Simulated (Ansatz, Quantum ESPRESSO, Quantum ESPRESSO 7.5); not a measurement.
# Evanescent states of BP, zinc blende type, lattice constant set to 4.55 Å

How good a tunnel barrier is BP, zinc blende type, lattice constant set to 4.55 Å?

Method: plane-wave DFT, PBE, GBRV ultrasoft pseudopotentials (cross-check by Ansatz 0.2.0 with PAW datasets), in Quantum ESPRESSO 7.5.

**1. Set-up**

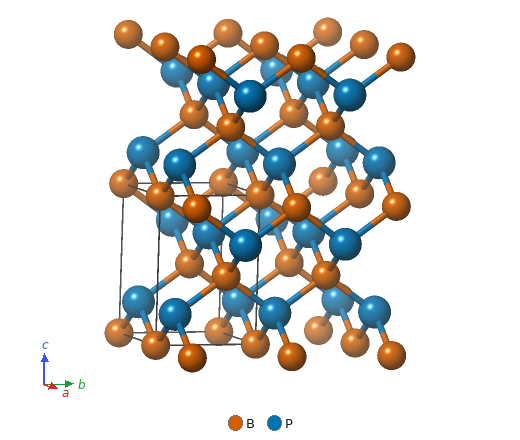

Start, viewed from the side, with the c axis up; boron orange, phosphorus blue. 2×2×2 cells are drawn. Some periodic images of atoms are drawn too.

**2. Ground state**

pwcond needs a cell whose third axis lies along the current and stands perpendicular to the other two.

File scf.in:

```
&control
  prefix = 'scf'
  outdir = './out'
  pseudo_dir = './pseudo'
  calculation = 'scf'
  tprnfor = .true.
/
&system
  ibrav = 0
  nat = 4
  ntyp = 2
  ecutwfc = 40
  ecutrho = 200
  occupations = 'fixed'
  nbnd = 12
/
&electrons
  conv_thr = 1e-09
  mixing_beta = 0.6
  electron_maxstep = 120
/
ATOMIC_SPECIES
  B   10.8100  b_pbe_v1.4.uspp.F.UPF
  P   30.9738  p_pbe_v1.5.uspp.F.UPF
CELL_PARAMETERS angstrom
  3.21733585439879 0.00000000000000 0.00000000000000
  0.00000000000000 3.21733585439879 0.00000000000000
  0.00000000000000 0.00000000000000 4.55000000000000
ATOMIC_POSITIONS crystal
  B   0.000000000000 0.000000000000 0.000000000000
  P   0.500000000000 0.000000000000 0.250000000000
  B   0.500000000000 0.500000000000 0.500000000000
  P   0.000000000000 0.500000000000 0.750000000000
K_POINTS automatic
  8 8 6 0 0 0
```

Launch:

```bash
$ OMP_NUM_THREADS=1 mpirun -n 2 pw.x -nk 2 -in scf.in > scf.out
```

What it wrote:

```text
Program PWSCF v.7.5 starts
[citation notice left out]

     Parallel version (MPI & OpenMP), running on       2 processor cores
     Number of MPI processes:                 2
     Threads/MPI process:                     1

     MPI processes distributed on     1 nodes
[...]
Current dimensions of program PWSCF are:
     Max number of different atomic species (ntypx) = 10
     Max number of k-points (npk) =  40000
     Max angular momentum in pseudopotentials (lmaxx) =  4
     Found identity + ( -0.5000 -0.5000 -0.5000) symmetry
     This is a supercell, fractional translations are disabled
     Message from routine setup:
     using ibrav=0 with symmetry is DISCOURAGED, use correct ibrav instead

     K-points division:     npool     =       2
     Subspace diagonalization in iterative solution of the eigenvalue problem:
     a serial algorithm will be used

     G-vector sticks info
     --------------------
     sticks:   dense  smooth     PW     G-vecs:    dense   smooth      PW
     Sum         593     481    145                15271    10955    1923

     Using Slab Decomposition

     bravais-lattice index     =            0
     lattice parameter (alat)  =       6.0799  a.u.
     unit-cell volume          =     317.8343 (a.u.)^3
     number of atoms/cell      =            4
     number of atomic types    =            2
     number of electrons       =        16.00
     number of Kohn-Sham states=           12
     kinetic-energy cutoff     =      40.0000  Ry
     charge density cutoff     =     200.0000  Ry
     scf convergence threshold =      1.0E-09
     mixing beta               =       0.6000
     number of iterations used =            8  plain     mixing
     Exchange-correlation=  SLA  PW   PBX  PBC
                           (   1   4   3   4   0   0   0)

     celldm(1)=   6.079884  celldm(2)=   0.000000  celldm(3)=   0.000000
     celldm(4)=   0.000000  celldm(5)=   0.000000  celldm(6)=   0.000000

     crystal axes: (cart. coord. in units of alat)
               a(1) = (   1.000000   0.000000   0.000000 )
               a(2) = (   0.000000   1.000000   0.000000 )
               a(3) = (   0.000000   0.000000   1.414214 )

     reciprocal axes: (cart. coord. in units 2 pi/alat)
               b(1) = (  1.000000  0.000000  0.000000 )
               b(2) = (  0.000000  1.000000  0.000000 )
               b(3) = (  0.000000  0.000000  0.707107 )

     PseudoPot. # 1 for B  read from file:
     ./pseudo/b_pbe_v1.4.uspp.F.UPF
     Pseudo is Ultrasoft + core correction, Zval =  3.0
     Generated by new atomic code, or converted to UPF format
     Using radial grid of  781 points,  4 beta functions with:
                l(1) =   0
                l(2) =   0
                l(3) =   1
                l(4) =   1
     Q(r) pseudized with  8 coefficients,  rinner =    1.100   1.100   1.100

     PseudoPot. # 2 for P  read from file:
     ./pseudo/p_pbe_v1.5.uspp.F.UPF
     Pseudo is Ultrasoft + core correction, Zval =  5.0
     Generated by new atomic code, or converted to UPF format
     Using radial grid of  903 points,  6 beta functions with:
                l(1) =   0
                l(2) =   0
                l(3) =   1
                l(4) =   1
                l(5) =   2
                l(6) =   2
     Q(r) pseudized with  8 coefficients,  rinner =    1.300   1.300   1.300
                                                       1.300   1.300

     atomic species   valence    mass     pseudopotential
     B                 3.00    10.81000     B ( 1.00)
     P                 5.00    30.97380     P ( 1.00)

      8 Sym. Ops. (no inversion) found

   Cartesian axes

     site n.     atom                  positions (alat units)
         1        B      tau(   1) = (   0.0000000   0.0000000   0.0000000  )
         2        P      tau(   2) = (   0.5000000   0.0000000   0.3535534  )
         3        B      tau(   3) = (   0.5000000   0.5000000   0.7071068  )
         4        P      tau(   4) = (   0.0000000   0.5000000   1.0606602  )

     number of k points=    60
                       cart. coord. in units 2pi/alat
        k(    1) = (   0.0000000   0.0000000   0.0000000), wk =   0.0052083
        k(    2) = (   0.0000000   0.0000000   0.1178511), wk =   0.0104167
        k(    3) = (   0.0000000   0.0000000   0.2357023), wk =   0.0104167
        k(    4) = (   0.0000000   0.0000000  -0.3535534), wk =   0.0052083
        k(    5) = (   0.0000000   0.1250000   0.0000000), wk =   0.0208333
        k(    6) = (   0.0000000   0.1250000   0.1178511), wk =   0.0416667
        k(    7) = (   0.0000000   0.1250000   0.2357023), wk =   0.0416667
        k(    8) = (   0.0000000   0.1250000  -0.3535534), wk =   0.0208333
        k(    9) = (   0.0000000   0.2500000   0.0000000), wk =   0.0208333
        k(   10) = (   0.0000000   0.2500000   0.1178511), wk =   0.0416667
[...]
k(   60) = (  -0.5000000  -0.5000000  -0.3535534), wk =   0.0052083

     Dense  grid:    15271 G-vectors     FFT dimensions: (  27,  27,  40)

     Smooth grid:    10955 G-vectors     FFT dimensions: (  25,  25,  36)

     Estimated max dynamical RAM per process >      42.10 MB

     Estimated total dynamical RAM >      80.48 MB

     Initial potential from superposition of free atoms

     starting charge      15.9991, renormalised to      16.0000
     Starting wfcs are   16 randomized atomic wfcs

     total cpu time spent up to now is        1.1 secs

     per-process dynamical memory:    23.4 Mb

     Self-consistent Calculation

     iteration #  1     ecut=    40.00 Ry     beta= 0.60
     Davidson diagonalization with overlap
     ethr =  1.00E-02,  avg # of iterations =  3.4

     total cpu time spent up to now is        2.5 secs

     total energy              =     -43.89062904 Ry
     estimated scf accuracy    <       0.29999628 Ry

     iteration #  2     ecut=    40.00 Ry     beta= 0.60
[...]
total energy              =     -43.94373675 Ry
     estimated scf accuracy    <       0.02546704 Ry

     iteration #  3     ecut=    40.00 Ry     beta= 0.60
[...]
total energy              =     -43.94649417 Ry
     estimated scf accuracy    <       0.00186433 Ry

     iteration #  4     ecut=    40.00 Ry     beta= 0.60
[...]
total energy              =     -43.94675011 Ry
     estimated scf accuracy    <       0.00020731 Ry

     iteration #  5     ecut=    40.00 Ry     beta= 0.60
[...]
total energy              =     -43.94688000 Ry
     estimated scf accuracy    <       0.00003044 Ry

     iteration #  6     ecut=    40.00 Ry     beta= 0.60
[...]
total energy              =     -43.94688896 Ry
     estimated scf accuracy    <       0.00000151 Ry

     iteration #  7     ecut=    40.00 Ry     beta= 0.60
[...]
total energy              =     -43.94688975 Ry
     estimated scf accuracy    <          8.3E-09 Ry

     iteration #  8     ecut=    40.00 Ry     beta= 0.60
[...]
total energy              =     -43.94688978 Ry
     estimated scf accuracy    <          3.3E-09 Ry

     iteration #  9     ecut=    40.00 Ry     beta= 0.60
[...]
End of self-consistent calculation

          k = 0.0000 0.0000 0.0000 (  1337 PWs)   bands (ev):

    -6.2738  -1.4653   0.5762   5.0250   5.0250   9.1075   9.1075   9.1075
    10.4708  10.7814  12.5053  12.5053

          k = 0.0000 0.0000 0.1179 (  1357 PWs)   bands (ev):

    -6.1079  -2.3971   1.6935   5.1815   5.1815   8.4839   8.4839   8.5436
    10.3671  11.3087  12.1938  13.3113

          k = 0.0000 0.0000 0.2357 (  1361 PWs)   bands (ev):

    -5.6136  -3.7029   3.5273   5.6455   5.6455   7.1707   7.3921   7.3921
    10.5091  11.5548  12.4325  14.9373

          k = 0.0000 0.0000-0.3536 (  1362 PWs)   bands (ev):

    -4.8028  -4.8027   5.4195   5.4197   6.3982   6.3982   6.3983   6.3983
    10.9349  10.9351  14.0616  14.0617

          k = 0.0000 0.1250 0.0000 (  1356 PWs)   bands (ev):

    -6.0874  -1.4076   0.6919   4.0946   5.1801   7.9904   8.3557   9.0103
    10.7683  12.1144  12.6914  12.9064

          k = 0.0000 0.1250 0.1179 (  1355 PWs)   bands (ev):

    -5.9227  -2.2792   1.6626   4.3471   5.3330   6.9449   8.4699   8.6841
    10.8695  12.4173  12.9501  13.1895

[...]
highest occupied, lowest unoccupied level (ev):     9.1075   10.3671

!    total energy              =     -43.94688978 Ry
     estimated scf accuracy    <          3.5E-10 Ry

     The total energy is the sum of the following terms:
     one-electron contribution =      13.32486679 Ry
     hartree contribution      =       2.54987462 Ry
     xc contribution           =     -17.96583292 Ry
     ewald contribution        =     -41.85579827 Ry

     convergence has been achieved in   9 iterations

     Forces acting on atoms (cartesian axes, Ry/au):

     atom    1 type  1   force =     0.00000000    0.00000000    0.00000000
     atom    2 type  2   force =     0.00000000    0.00000000    0.00001165
     atom    3 type  1   force =     0.00000000    0.00000000    0.00000000
     atom    4 type  2   force =     0.00000000    0.00000000   -0.00001165

     Total force =     0.000016     Total SCF correction =     0.000001

[...]
=------------------------------------------------------------------------------=
   JOB DONE.
=------------------------------------------------------------------------------=
```

Elapsed: 14 s, on 2 MPI ranks of Arm Neoverse N1, shared host; peak memory 0.16 GiB.

Read from the output:

* free energy: -597.9279 eV
* valence top, on the run's zero: 9.107 eV
* conduction bottom, on the run's zero: 10.37 eV
* gap by band count: 1.260 eV

The run needed 9 iterations to bring the estimated error under 1e-09 Ry.

(Continued in part 2 of 3.)

[Logs are printed without paths, hosts, clocks, repeated set-up lines and the standing remarks that a program may print on its own settings, such as how far it seeks lower states.]

[Hosts, paths, dates, database ids (printed as entryN), source tags and the programs' standing remarks are cut or masked in the printed files.]

[Maps of the electrostatic potential energy from Ansatz leave out the sawtooth potential of an applied field or a dipole correction, so their vacuum need not be flat; planar profiles and work functions include it.]
